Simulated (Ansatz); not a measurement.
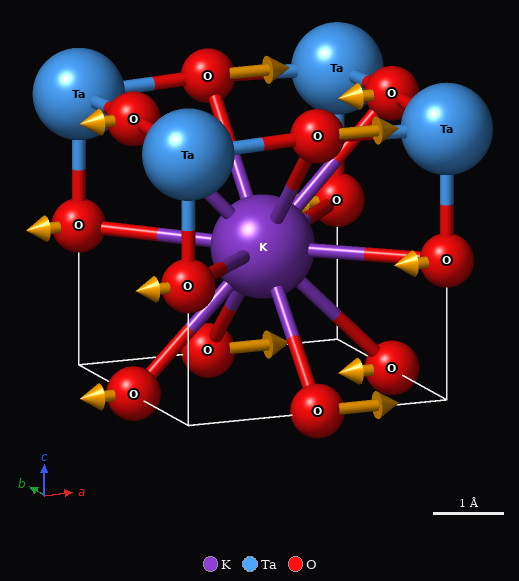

One vibrational mode of solid KTaO3 (a generated structure) at the zone centre. The orange arrows are the displacements of the atoms (eigenvector over the root of the mass), of arbitrary overall length and sign. The picture is a ball-and-stick view of the cell of the calculation, seen slightly off an axis.

Theory: DFT PBE, scalar-relativistic, plane waves, PAW in Ansatz 0.2.0.

The input:
```yaml
crystal:
  lattice:
    - [4.0197969163, 0.0, 0.0]
    - [0.0, 4.0197969163, 0.0]
    - [0.0, 0.0, 4.046711182]
  atoms:
    - { symbol: K, position: [0.5, 0.5, 0.4943460885] }
    - { symbol: Ta, position: [0.0, 0.0, 0.9860501675] }
    - { symbol: O, position: [0.5, 0.0, 0.0058894787] }
    - { symbol: O, position: [0.0, 0.5, 0.0058894787] }
    - { symbol: O, position: [0.0, 0.0, 0.5078247967] }
basis:
  ecutwfc: 420
kpoints:
  mp_grid: { grid: [8, 8, 8] }
hamiltonian:
  xc: pbe
scf:
  occupations: { method: fixed }
output:
  eigenvalues: true
phonons:
  method: dfpt
  dielectric: true
  rigid_motions: translations
  eigenvectors: true
  qmesh: [2, 2, 2]
  temperatures: { t_max: 1000, t_step: 100 }
  qpath:
    path:
      - [[0.0, 0.0, 0.0], [0.0, 0.5, 0.0], [0.5, 0.5, 0.0], [0.0, 0.0, 0.0], [0.0, 0.0, 0.5], [0.0, 0.5, 0.5], [0.5, 0.5, 0.5], [0.0, 0.0, 0.5]]
      - [[0.0, 0.5, 0.0], [0.0, 0.5, 0.5]]
      - [[0.5, 0.5, 0.0], [0.5, 0.5, 0.5]]
    npoints: 8
```

Run as
```bash
ansatz run input.yaml --threads 1 --pin off --max-ram 2560MiB --backend cpu --events-out ev --progress --plain --runs-dir out
```

Frequencies are those without the non-analytic (LO–TO) term.

> What mode is this, and where does it lie in the spectrum?

This is the E mode (doubly degenerate; one member of the set is drawn) at 15.1 THz, optical level 7 of 8, counted from below (1 lower level is imaginary, so the structure is unstable), infrared- and Raman-active by symmetry. The K and Ta atoms hardly move; all motion is along a; it stretches the O–Ta bonds (2.01 Å). Its infrared intensity is 40 (D/Å)²/amu for the set.
